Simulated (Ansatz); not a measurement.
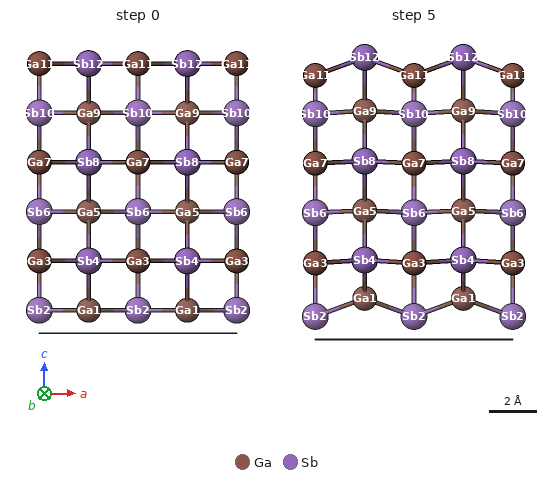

The structure of a slab of composition GaSb (cut from the F-43m phase) before (left) and after (right) a relaxation, at one scale.

Style: ball-and-stick. Shown: the 2 × 1 repeat of the cell, outlined in the plane, without the vacuum, along the b axis.

Case: (1 1 0) slab, atoms relaxed. The slab is the (1 1 0) face of GaSb.

Level of theory: DFT LDA, scalar-relativistic, plane waves, PAW (Ansatz). (plane-wave cutoff 420 eV; k-point mesh 8 × 6 × 1; occupations gaussian; smearing width 0.1 eV; no spin polarisation; dipole correction; atoms relaxed in a fixed cell; force threshold 0.02 eV/Å; at most 60 steps)

Q: Summarise the run.

A: The largest moves relative to the layer's centre, 0.62 Å, are those of Ga1 and Ga11. Ga1 goes at 34° to the normal (+c side). Largest moves by element: Ga 0.62 Å, Sb 0.29 Å. The lattice vectors keep their values. Among the contacts that change: Ga1–Sb4 2.619 → 2.594 Å, Ga3–Sb6 2.619 → 2.636 Å, Ga11–Sb12 2.619 → 2.603 Å, Ga3–Sb4 2.619 → 2.627 Å. Bond angles that change, for instance: Ga1–Sb2–Ga3 109.5° → 88.3°, Ga1–Sb4–Ga5 109.5° → 94.3°, Sb2–Ga1–Sb4 109.5° → 124.4°. After 5 geometry steps the energy has fallen by 1.229 eV per cell of the calculation. The largest force component goes from 0.99 to 0.011 eV/Å. The run took 5.2 min on 4 threads of Intel(R) Xeon(R) Platinum 8259CL CPU @ 2.50GHz (Skylake/Cascade Lake), with other jobs on the host, peak memory 2.2 GiB.
